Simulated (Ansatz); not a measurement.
# Geometry relaxation, with input and output: Al (part 1 of 3)

System: Al (defect cell, 33 atoms in the cell).
Method: DFT PBE-D3(BJ), scalar-relativistic, plane waves, PAW, PAW set soft_1, no spin polarisation (Ansatz 0.2.0).

It belongs to a series of runs on one base structure; here: end point A relaxed.

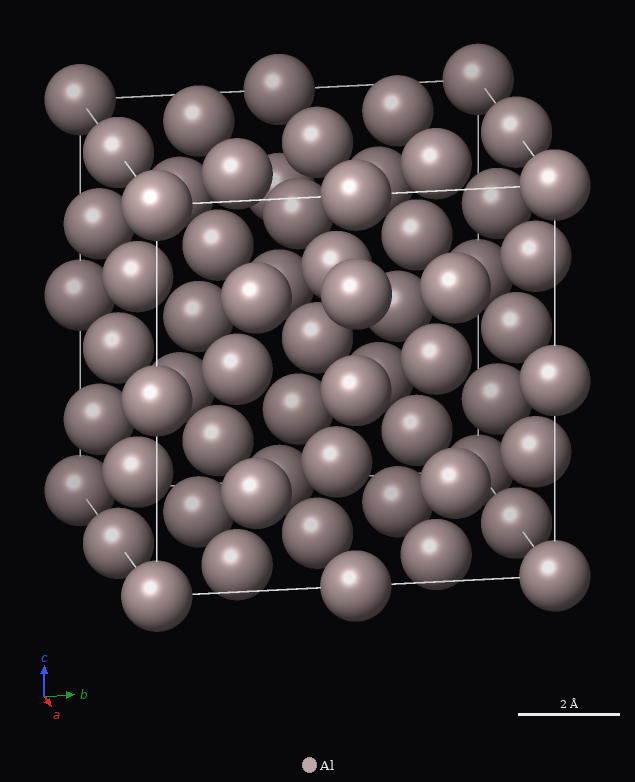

**Figure 1.** The input geometry (spheres-only view of the cell of the calculation, seen slightly off an axis). An atom can appear more than once, as a periodic image.

**Input**
```yaml
crystal:
  lattice:
    - [8.1, 0.0, 0.0]
    - [0.0, 8.1, 0.0]
    - [0.0, 0.0, 8.1]
  atoms:
    - { symbol: Al, position: [0.5, 0.0, 0.0] }
    - { symbol: Al, position: [0.75, 0.25, 0.0] }
    - { symbol: Al, position: [0.75, 0.0, 0.25] }
    - { symbol: Al, position: [0.0, 0.0, 0.0] }
    - { symbol: Al, position: [0.25, 0.25, 0.0] }
    - { symbol: Al, position: [0.5, 0.5, 0.0] }
    - { symbol: Al, position: [0.75, 0.75, 0.0] }
    - { symbol: Al, position: [0.25, 0.0, 0.25] }
    - { symbol: Al, position: [0.5, 0.25, 0.25] }
    - { symbol: Al, position: [0.75, 0.5, 0.25] }
    - { symbol: Al, position: [0.5, 0.0, 0.5] }
    - { symbol: Al, position: [0.75, 0.25, 0.5] }
    - { symbol: Al, position: [0.75, 0.0, 0.75] }
    - { symbol: Al, position: [0.0, 0.5, 0.0] }
    - { symbol: Al, position: [0.25, 0.75, 0.0] }
    - { symbol: Al, position: [0.0, 0.25, 0.25] }
    - { symbol: Al, position: [0.25, 0.5, 0.25] }
    - { symbol: Al, position: [0.5, 0.75, 0.25] }
    - { symbol: Al, position: [0.0, 0.0, 0.5] }
    - { symbol: Al, position: [0.25, 0.25, 0.5] }
    - { symbol: Al, position: [0.5, 0.5, 0.5] }
    - { symbol: Al, position: [0.75, 0.75, 0.5] }
    - { symbol: Al, position: [0.25, 0.0, 0.75] }
    - { symbol: Al, position: [0.5, 0.25, 0.75] }
    - { symbol: Al, position: [0.75, 0.5, 0.75] }
    - { symbol: Al, position: [0.0, 0.75, 0.25] }
    - { symbol: Al, position: [0.0, 0.5, 0.5] }
    - { symbol: Al, position: [0.25, 0.75, 0.5] }
    - { symbol: Al, position: [0.0, 0.25, 0.75] }
    - { symbol: Al, position: [0.25, 0.5, 0.75] }
    - { symbol: Al, position: [0.5, 0.75, 0.75] }
    - { symbol: Al, position: [0.0, 0.75, 0.75] }
    - { symbol: Al, position: [0.004208, 0.5005124, 0.7480539] }
basis:
  ecutwfc: 420.0
kpoints:
  mp_grid: { grid: [3, 3, 3] }
hamiltonian:
  xc: pbe
  dispersion: d3bj
  pseudopotentials: { kind: paw, azcp: { folder: soft_1 } }
scf:
  occupations: { method: fermi_dirac, width: 0.05 }
  lower_state_search: "off"
relax:
  f_tol: 0.03
  max_steps: 60
  adjacent_minimum: "off"
output:
  write_density: true
  write_potential: true
  elf: true
  volumetric_format: npy
```

Run on 4 threads of Arm Neoverse V2, 24 GiB of memory available, shared host.

Launch command:
```bash
ansatz run input.yaml --threads 4 --pin off --max-ram 10240MiB --backend cpu --events-out ev --progress --plain --runs-dir out
```

**Log**
```
Engine: ansatz 0.2.0, aarch64-unknown-linux-gnu
Pseudopotentials: kind: paw
Pseudopotential: Al, paw, valence charge 3, recommended cutoff 420 eV (normal), [file]
Functional definition: PBE
  parameter kappa = 0.804
  parameter beta = 0.06672455060314922
  exchange = pbe_x(kappa = kappa, mu = beta*pi^2/3)
  correlation = pbe_c(beta = beta)
Crystal: 33 atoms, lattice volume = 531.441 Å³
Basis set: ecut = 420 eV, 10395 PW (Γ), exchange–correlation on 120×120×120 points (8 copies of the dense FFT grid, shifted against one another)
Bands: 83, of which v1, the nominal top of the filled ones, is band 50 counted from 1 (49 counted from 0)
Symmetry: 1 space group operations
Space group: P1 (ITA 1), of the structure as read, at distance tolerance 8.1e-5 Å
k-points: 14 of 27 (time reversal used)
Non-local potential: Al, projectors of the file, l = 0: 2, l = 1: 2, l = 2: 1
PAW form: soft (Blöchl's): semilocal exchange-correlation on the pseudo side does not see the compensation charge
PAW one-centre angular grid: Al, 110 points (default); XC on 64 Gauss nodes
Initial density: superposition of atomic densities (chi_scale 0.1, normalization cell)
Initial wavefunctions: pseudopotential atomic-orbital guess
Functional: x = pbe(κ = 0.804, μ = 0.2195149727645171), c = pbe(β = 0.06672455060314922)
SCF iter   1: F=—  HF=-17742.859860 eV  |F-HF|=—  |Δ(HF+E_count)|=         —  Δρ=3.24e-2  dr2=1.68e1  ethr=3.10e-3  ⟨swp⟩=6.0  Hψ=5732  notcnv=0  defer=46
preconditioner: auto → Kerker (q_TF=auto, 2.062 Å⁻¹)  [metal: Δε(μ)=0.052 eV  Ē_g=6.937 eV  σ=0.050 eV  W_gap=0.25  n_scr=80 (ndim 8)  ℏωp=16.0 eV  f_vac=0.000  D(μ)=9.70/eV (n_scr^D=56)]
SCF iter   2: F=—  HF=-17739.922006 eV  |F-HF|=—  |Δ(HF+E_count)|=    2.94e0  Δρ=1.75e-2  dr2=3.26e0  ethr=3.10e-3  ⟨swp⟩=2.6  Hψ=2195  notcnv=0  defer=244
SCF iter   3: F=—  HF=-17738.935410 eV  |F-HF|=—  |Δ(HF+E_count)|=   9.87e-1  Δρ=4.75e-3  dr2=1.33e-1  ethr=3.10e-3  ⟨swp⟩=2.1  Hψ=1488  notcnv=0  defer=244
SCF iter   4: F=—  HF=-17738.873045 eV  |F-HF|=—  |Δ(HF+E_count)|=   6.24e-2  Δρ=4.28e-4  dr2=2.16e-3  ethr=1.34e-4  ⟨swp⟩=3.0  Hψ=1673  notcnv=0  defer=232
SCF iter   5: F=—  HF=-17738.872121 eV  |F-HF|=—  |Δ(HF+E_count)|=   9.24e-4  Δρ=6.24e-5  dr2=4.34e-5  ethr=2.18e-6  ⟨swp⟩=2.4  Hψ=1664  notcnv=0  defer=232
SCF iter   6: F=-17738.872109 eV  HF=-17738.872110 eV  |F-HF|=7.21e-7  |Δ(HF+E_count)|=   1.12e-5  Δρ=9.88e-6  dr2=9.73e-7  ethr=2.27e-8  ⟨swp⟩=9.1  Hψ=7134  notcnv=0
SCF 1 converged in 6 iterations: F = -17738.872109 eV  dr2 = 9.73e-7
  Residual-converged pass: ⟨swp⟩=1.0  Hψ=1218  notcnv=0  max |occ|·‖R‖ = 7.0e-9 eV (tolerance 1.0e-8 eV)  dr2=9.73e-7  dr2_onsite=5.82e-8  max |Δocc| = 1.9e-10
  greatest PAW one-centre occupation: 0.649 electrons in one spin orbital (limit 2), on the Al atom at site 32 (counted from 0), in its partial waves of l = 0
relax step   1: F+E_penalty+E_count = -17738.87210929 eV  Δ(F+E_penalty+E_count) = +0.000e0 eV  max|allowed force component| = 8.100e0 eV/Å  Δτ_max = 0.0000 Å  (6 SCF iters, dr2 threshold 2.25e-5 eV, accepted)
Initial density: handed on by an earlier stage of this run
Initial wavefunctions: those handed on with the density
iter 1 solved again at ethr=2.16e-3 eV; its pass at ethr=3.10e-3 eV (dr2=2.14e0 eV) is discarded
SCF iter   1: F=—  HF=-17745.065867 eV  |F-HF|=—  |Δ(HF+E_count)|=         —  Δρ=9.24e-3  dr2=2.14e0  ethr=2.16e-3  ⟨swp⟩=1.0  Hψ=5334  notcnv=0  defer=82
preconditioner: auto → Kerker (q_TF=auto, 2.062 Å⁻¹)  [metal: Δε(μ)=0.060 eV  Ē_g=6.890 eV  σ=0.050 eV  W_gap=0.28  n_scr=80 (ndim 8)  ℏωp=16.0 eV  f_vac=0.000  D(μ)=6.72/eV (n_scr^D=26)]
SCF iter   2: F=—  HF=-17744.701440 eV  |F-HF|=—  |Δ(HF+E_count)|=   3.64e-1  Δρ=4.69e-3  dr2=5.10e-1  ethr=2.16e-3  ⟨swp⟩=1.5  Hψ=948  notcnv=0  defer=82
SCF iter   3: F=—  HF=-17744.605577 eV  |F-HF|=—  |Δ(HF+E_count)|=   9.59e-2  Δρ=7.69e-4  dr2=2.72e-3  ethr=5.15e-4  ⟨swp⟩=2.5  Hψ=1694  notcnv=0  defer=130
SCF iter   4: F=—  HF=-17744.604358 eV  |F-HF|=—  |Δ(HF+E_count)|=   1.22e-3  Δρ=1.42e-4  dr2=2.71e-4  ethr=2.75e-6  ⟨swp⟩=2.0  Hψ=1694  notcnv=0  defer=227
SCF iter   5: F=-17744.604277 eV  HF=-17744.604281 eV  |F-HF|=4.45e-6  |Δ(HF+E_count)|=   7.71e-5  Δρ=2.13e-5  dr2=5.36e-6  ethr=1.01e-7  ⟨swp⟩=8.0  Hψ=6962  notcnv=0
SCF 2 converged in 5 iterations: F = -17744.604277 eV  dr2 = 5.36e-6
  greatest PAW one-centre occupation: 0.565 electrons in one spin orbital (limit 2), on the Al atom at site 32 (counted from 0), in its partial waves of l = 0
relax step   2: F+E_penalty+E_count = -17744.60427663 eV  Δ(F+E_penalty+E_count) = -5.732e0 eV  max|allowed force component| = 3.243e0 eV/Å  Δτ_max = 0.1972 Å  (5 SCF iters, dr2 threshold 1.00e-4 eV, accepted)
iter 1 solved again at ethr=1.11e-3 eV; its pass at ethr=3.10e-3 eV (dr2=1.10e0 eV) is discarded
SCF iter   1: F=—  HF=-17746.784909 eV  |F-HF|=—  |Δ(HF+E_count)|=         —  Δρ=6.34e-3  dr2=1.09e0  ethr=1.11e-3  ⟨swp⟩=1.0  Hψ=4519  notcnv=0  defer=166
preconditioner: auto → Kerker (q_TF=auto, 2.062 Å⁻¹)  [metal: Δε(μ)=0.137 eV  Ē_g=6.894 eV  σ=0.050 eV  W_gap=0.47  n_scr=80 (ndim 8)  ℏωp=16.0 eV  f_vac=0.000  D(μ)=6.24/eV (n_scr^D=26)]
SCF iter   2: F=—  HF=-17746.627028 eV  |F-HF|=—  |Δ(HF+E_count)|=   1.58e-1  Δρ=3.45e-3  dr2=2.92e-1  ethr=1.10e-3  ⟨swp⟩=1.3  Hψ=945  notcnv=0  defer=168
SCF iter   3: F=—  HF=-17746.577298 eV  |F-HF|=—  |Δ(HF+E_count)|=   4.97e-2  Δρ=5.31e-4  dr2=1.55e-3  ethr=2.95e-4  ⟨swp⟩=2.1  Hψ=1585  notcnv=0  defer=217
SCF iter   4: F=—  HF=-17746.576582 eV  |F-HF|=—  |Δ(HF+E_count)|=   7.17e-4  Δρ=6.84e-5  dr2=4.39e-5  ethr=1.56e-6  ⟨swp⟩=2.5  Hψ=1666  notcnv=0  defer=221
SCF iter   5: F=-17746.576567 eV  HF=-17746.576569 eV  |F-HF|=2.69e-6  |Δ(HF+E_count)|=   1.24e-5  Δρ=1.32e-5  dr2=3.18e-6  ethr=4.44e-8  ⟨swp⟩=9.0  Hψ=7500  notcnv=0
SCF 3 converged in 5 iterations: F = -17746.576567 eV  dr2 = 3.18e-6
  greatest PAW one-centre occupation: 0.515 electrons in one spin orbital (limit 2), on the Al atom at site 32 (counted from 0), in its partial waves of l = 0
relax step   3: F+E_penalty+E_count = -17746.57656661 eV  Δ(F+E_penalty+E_count) = -1.972e0 eV  max|allowed force component| = 1.134e0 eV/Å  Δτ_max = 0.1667 Å  (5 SCF iters, dr2 threshold 1.00e-4 eV, accepted)
iter 1 solved again at ethr=3.30e-4 eV; its pass at ethr=3.10e-3 eV (dr2=3.26e-1 eV) is discarded
SCF iter   1: F=—  HF=-17747.005592 eV  |F-HF|=—  |Δ(HF+E_count)|=         —  Δρ=3.97e-3  dr2=3.16e-1  ethr=3.30e-4  ⟨swp⟩=1.0  Hψ=4332  notcnv=0  defer=221
preconditioner: auto → Kerker (q_TF=auto, 2.062 Å⁻¹)  [metal: Δε(μ)=0.088 eV  Ē_g=6.893 eV  σ=0.050 eV  W_gap=0.36  n_scr=80 (ndim 8)  ℏωp=16.0 eV  f_vac=0.000  D(μ)=6.19/eV (n_scr^D=26)]
SCF iter   2: F=—  HF=-17746.946531 eV  |F-HF|=—  |Δ(HF+E_count)|=   5.91e-2  Δρ=2.16e-3  dr2=8.69e-2  ethr=3.19e-4  ⟨swp⟩=1.3  Hψ=928  notcnv=0  defer=221
SCF iter   3: F=—  HF=-17746.926315 eV  |F-HF|=—  |Δ(HF+E_count)|=   2.02e-2  Δρ=2.87e-4  dr2=4.64e-4  ethr=8.78e-5  ⟨swp⟩=2.0  Hψ=1660  notcnv=0  defer=239
SCF iter   4: F=—  HF=-17746.926211 eV  |F-HF|=—  |Δ(HF+E_count)|=   1.04e-4  Δρ=4.03e-5  dr2=1.05e-5  ethr=4.68e-7  ⟨swp⟩=1.9  Hψ=1227  notcnv=0  defer=239
SCF iter   5: F=-17746.926208 eV  HF=-17746.926208 eV  |F-HF|=3.54e-7  |Δ(HF+E_count)|=   2.88e-6  Δρ=6.69e-6  dr2=5.12e-7  ethr=1.06e-8  ⟨swp⟩=8.4  Hψ=5802  notcnv=0
SCF 4 converged in 5 iterations: F = -17746.926208 eV  dr2 = 5.12e-7
  greatest PAW one-centre occupation: 0.492 electrons in one spin orbital (limit 2), on the Al atom at site 32 (counted from 0), in its partial waves of l = 0
relax step   4: F+E_penalty+E_count = -17746.92620758 eV  Δ(F+E_penalty+E_count) = -3.496e-1 eV  max|allowed force component| = 3.576e-2 eV/Å  Δτ_max = 0.1122 Å  (5 SCF iters, dr2 threshold 1.00e-4 eV, accepted)
iter 1 solved again at ethr=4.60e-10 eV; its pass at ethr=3.10e-3 eV (dr2=4.55e-7 eV) is discarded
SCF iter   1: F=—  HF=-17746.926574 eV  |F-HF|=—  |Δ(HF+E_count)|=         —  Δρ=6.52e-6  dr2=4.54e-7  ethr=4.60e-10  ⟨swp⟩=1.0  Hψ=2812  notcnv=0  defer=239
preconditioner: auto → Kerker (q_TF=auto, 2.062 Å⁻¹)  [metal: Δε(μ)=0.122 eV  Ē_g=6.892 eV  σ=0.050 eV  W_gap=0.43  n_scr=80 (ndim 8)  ℏωp=16.0 eV  f_vac=0.000  D(μ)=5.86/eV (n_scr^D=26)]
SCF iter   2: F=—  HF=-17746.926208 eV  |F-HF|=—  |Δ(HF+E_count)|=   3.66e-4  Δρ=3.99e-6  dr2=1.65e-7  ethr=4.58e-10  ⟨swp⟩=2.0  Hψ=1615  notcnv=0  defer=239
SCF iter   3: F=-17746.926208 eV  HF=-17746.926208 eV  |F-HF|=1.70e-9  |Δ(HF+E_count)|=   2.97e-8  Δρ=7.43e-7  dr2=3.81e-9  ethr=1.01e-10  ⟨swp⟩=7.0  Hψ=4908  notcnv=0
SCF 5 converged in 3 iterations: F = -17746.926208 eV  dr2 = 3.81e-9
relax step   5: F+E_penalty+E_count = -17746.92620782 eV  Δ(F+E_penalty+E_count) = -2.478e-7 eV  max|allowed force component| = 3.605e-2 eV/Å  Δτ_max = 0.0000 Å  (3 SCF iters, accepted)
SCF iter   1: F=—  HF=-17746.928853 eV  |F-HF|=—  |Δ(HF+E_count)|=         —  Δρ=5.18e-4  dr2=2.60e-3  ethr=9.95e-5  ⟨swp⟩=2.5  Hψ=2314  notcnv=0  defer=242
preconditioner: auto → Kerker (q_TF=auto, 2.062 Å⁻¹)  [metal: Δε(μ)=0.128 eV  Ē_g=6.892 eV  σ=0.050 eV  W_gap=0.43  n_scr=80 (ndim 8)  ℏωp=16.0 eV  f_vac=0.000  D(μ)=5.85/eV (n_scr^D=26)]
SCF iter   2: F=—  HF=-17746.928411 eV  |F-HF|=—  |Δ(HF+E_count)|=   4.42e-4  Δρ=3.12e-4  dr2=8.33e-4  ethr=2.62e-6  ⟨swp⟩=1.0  Hψ=1344  notcnv=0  defer=242
SCF iter   3: F=—  HF=-17746.928202 eV  |F-HF|=—  |Δ(HF+E_count)|=   2.09e-4  Δρ=3.29e-5  dr2=5.97e-6  ethr=8.42e-7  ⟨swp⟩=2.4  Hψ=1333  notcnv=0  defer=242
SCF iter   4: F=—  HF=-17746.927933 eV  |F-HF|=—  |Δ(HF+E_count)|=   2.69e-4  Δρ=5.68e-6  dr2=1.92e-7  ethr=6.03e-9  ⟨swp⟩=2.1  Hψ=1633  notcnv=0  defer=242
SCF iter   5: F=-17746.927933 eV  HF=-17746.927933 eV  |F-HF|=2.78e-9  |Δ(HF+E_count)|=   3.80e-8  Δρ=9.35e-7  dr2=6.47e-9  ethr=1.01e-10  ⟨swp⟩=7.0  Hψ=4841  notcnv=0
SCF 6 converged in 5 iterations: F = -17746.927933 eV  dr2 = 6.47e-9
  greatest PAW one-centre occupation: 0.490 electrons in one spin orbital (limit 2), on the Al atom at site 32 (counted from 0), in its partial waves of l = 0
relax step   6: F+E_penalty+E_count = -17746.92793263 eV  Δ(F+E_penalty+E_count) = -1.725e-3 eV  max|allowed force component| = 5.915e-3 eV/Å  Δτ_max = 0.0266 Å  (5 SCF iters, accepted)
SCF iter   1: F=—  HF=-17746.928273 eV  |F-HF|=—  |Δ(HF+E_count)|=         —  Δρ=9.90e-5  dr2=8.56e-5  ethr=9.89e-7  ⟨swp⟩=2.3  Hψ=2369  notcnv=0  defer=242
preconditioner: auto → Kerker (q_TF=auto, 2.062 Å⁻¹)  [metal: Δε(μ)=0.127 eV  Ē_g=6.892 eV  σ=0.050 eV  W_gap=0.43  n_scr=80 (ndim 8)  ℏωp=16.0 eV  f_vac=0.000  D(μ)=5.85/eV (n_scr^D=26)]
SCF iter   2: F=—  HF=-17746.927980 eV  |F-HF|=—  |Δ(HF+E_count)|=   2.93e-4  Δρ=6.01e-5  dr2=2.82e-5  ethr=8.65e-8  ⟨swp⟩=1.0  Hψ=1344  notcnv=0  defer=242
SCF iter   3: F=—  HF=-17746.927974 eV  |F-HF|=—  |Δ(HF+E_count)|=   5.91e-6  Δρ=5.84e-6  dr2=1.79e-7  ethr=2.84e-8  ⟨swp⟩=2.6  Hψ=1429  notcnv=0  defer=242
SCF iter   4: F=-17746.927974 eV  HF=-17746.927974 eV  |F-HF|=7.89e-10  |Δ(HF+E_count)|=   5.41e-8  Δρ=6.48e-7  dr2=2.20e-9  ethr=1.01e-10  ⟨swp⟩=6.5  Hψ=4870  notcnv=0
SCF 7 converged in 4 iterations: F = -17746.927974 eV  dr2 = 2.20e-9
relax step   7: F+E_penalty+E_count = -17746.92797439 eV  Δ(F+E_penalty+E_count) = -4.177e-5 eV  max|allowed force component| = 4.455e-3 eV/Å  Δτ_max = 0.0055 Å  (4 SCF iters, accepted)
```

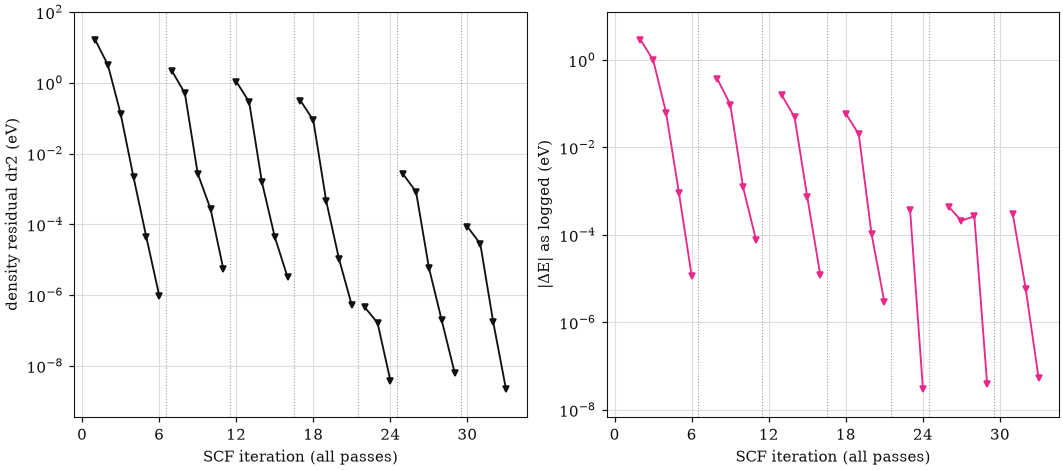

**Figure 2.** Convergence of the self-consistent field: density residual dr2 and size of the energy change against the SCF iteration. The dotted lines part the SCF passes of the relaxation: geometry steps, rejected trials and re-solves on a re-selected basis. The 7 passes take 3 to 6 iterations each, 33 in all.

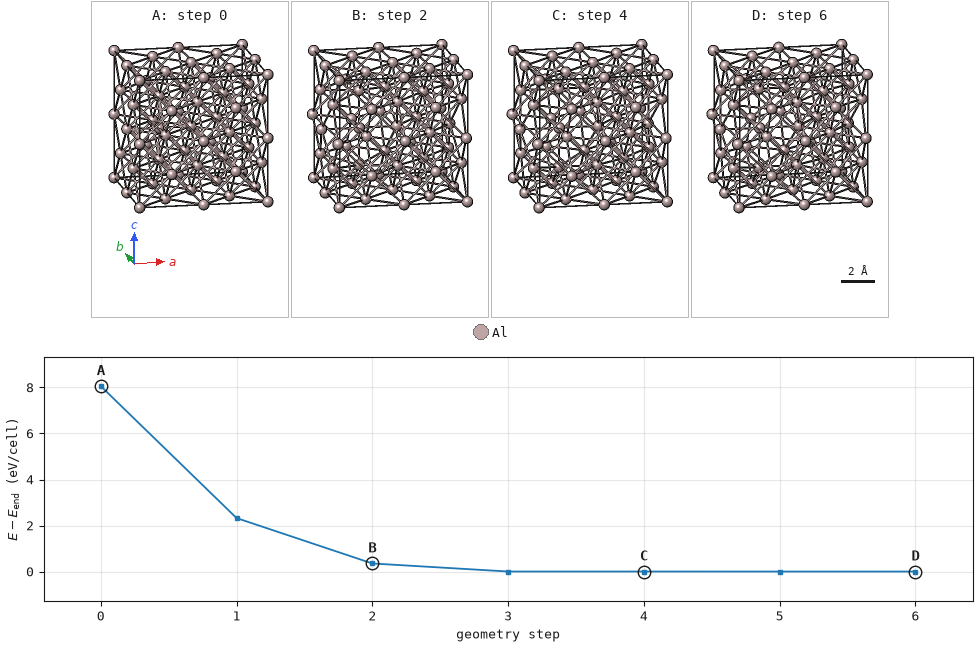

**Figure 3.** Frames of the relaxation (ball-and-stick view of the cell of the calculation (origin shifted), seen slightly off an axis) above the curves, on which the letters mark them (the first geometry is step 0 here and step 1 in the log).
